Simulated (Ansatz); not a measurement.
## Electronic structure of Cs$_{4}$I in real space

Input

```
crystal:
  lattice:
    - [7.674059772, 0.0, 0.0]
    - [0.0, 7.674059772, 0.0]
    - [0.0, 0.0, 7.674059772]
  atoms:
    - { symbol: Cs, position: [0.5, 0.5, 0.5] }
    - { symbol: Cs, position: [0.5, 0.0, 0.0] }
    - { symbol: Cs, position: [0.0, 0.5, 0.0] }
    - { symbol: Cs, position: [0.0, 0.0, 0.5] }
    - { symbol: I, position: [0.0, 0.0, 0.0] }
basis:
  ecutwfc: 420
kpoints:
  mp_grid: { grid: [6, 6, 6] }
hamiltonian:
  xc: pbe
scf:
  occupations: { method: gaussian, width: 0.1 }
output:
  forces: true
  stress: true
  eigenvalues: true
  write_density: true
  write_potential: true
  elf: true
  volumetric_format: npy
```

Command:

```sh
ansatz run input.yaml --threads 1 --pin off --max-ram 2048MiB --backend cpu --events-out ev --progress --plain --runs-dir out
```

Below, planes, directions and counts refer to the conventional cell (a = 7.67 Å, b = 7.67 Å, c = 7.67 Å, α = 90.00°, β = 90.00°, γ = 90.00°).

Space group Pm-3m; a structure generated by program, which may or may not match a known phase; changed on purpose from its base cell (volume × 0.94); computed without spin polarisation.

All numbers below come from DFT PBE, scalar-relativistic, plane waves, PAW in Ansatz.

In a PAW calculation such maps are meaningful between the atoms, not at the nuclei.

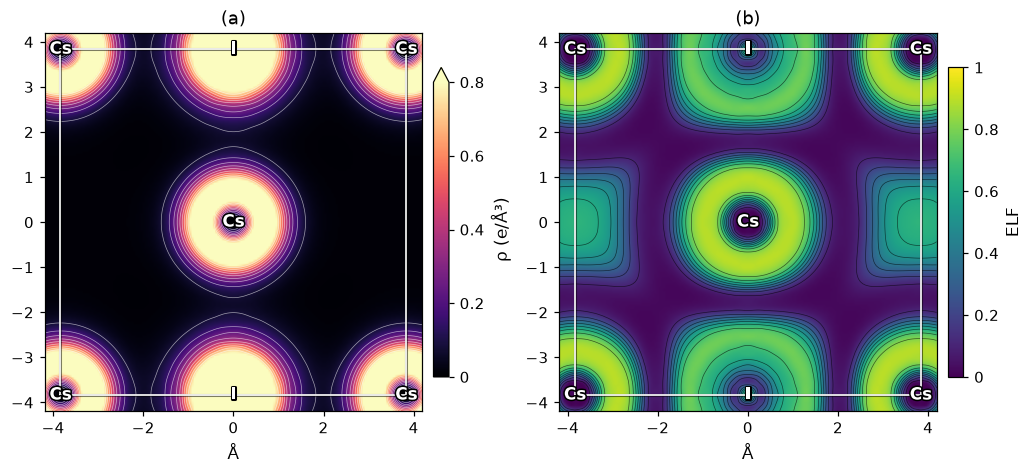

Figure 1. (a) valence pseudo-density; (b) ELF on the (100) plane of the conventional cell.

### What does the map show?

Atoms in the plane: Cs and I. Cs–I (3.84 Å): ρ is about 0.07 e/Å³ halfway; the ELF peaks at about 0.80 in the valence shell of I, 1.3 Å from its nucleus, and drops to about 0.05 between the two atoms; no shared electron pair shows on this line. Between the atoms the lowest density in this plane is 0.008 e/Å³. The features right at Cs lie inside the PAW spheres, where the map follows smoothed inner orbitals and isn't to be read closely.

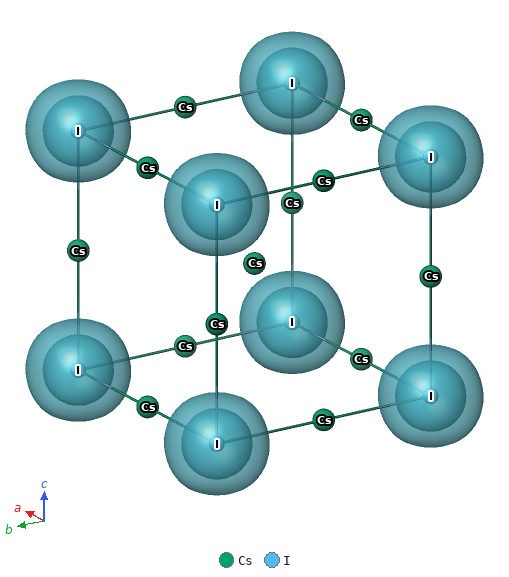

Figure 2. Isosurface of the ELF at 0.7 (cyan), seen at an oblique angle. Core shells and regions of very low density are left out. Sticks mark near contacts.

### Describe the localisation domains.

The ELF exceeds this value in one region wrapped around I (its valence shell), counted in one cell of 5 atoms. Any copies at cell faces, edges or corners count once.

### Does the calculation make it a metal, or give it a gap?

It is metallic or semimetallic at this level of theory: no gap opens.
